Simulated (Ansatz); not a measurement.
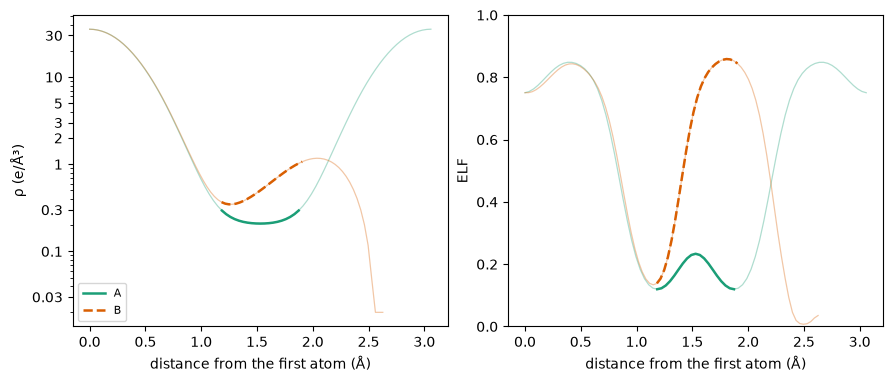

Hf2S. Valence electron density and ELF along straight lines between neighbouring atoms. Thin, pale parts lie inside the atomic spheres.

Space group P6₃/mmc; a structure from a database of computed crystals, not necessarily the ambient phase.

These are results of DFT r2SCAN, scalar-relativistic, plane waves, PAW in Ansatz 0.2.0, not measurements.

In a PAW calculation such maps are meaningful between the atoms, not at the nuclei.

Which curve belongs to which contact (Hf–Hf and Hf–S)? The first atom named is at distance zero.

Curve A: Hf–Hf (3.06 Å): ρ at the midpoint is about 0.21 e/Å³; the ELF is about 0.25 at the midpoint: no localised pair shows between them. Curve B: Hf–S (2.63 Å): the density is about 0.35 e/Å³ at the midpoint; the ELF peaks at about 0.85 in the valence shell of S, 0.8 Å from its nucleus, and is about 0.30 at the midpoint; no shared electron pair shows on this line.
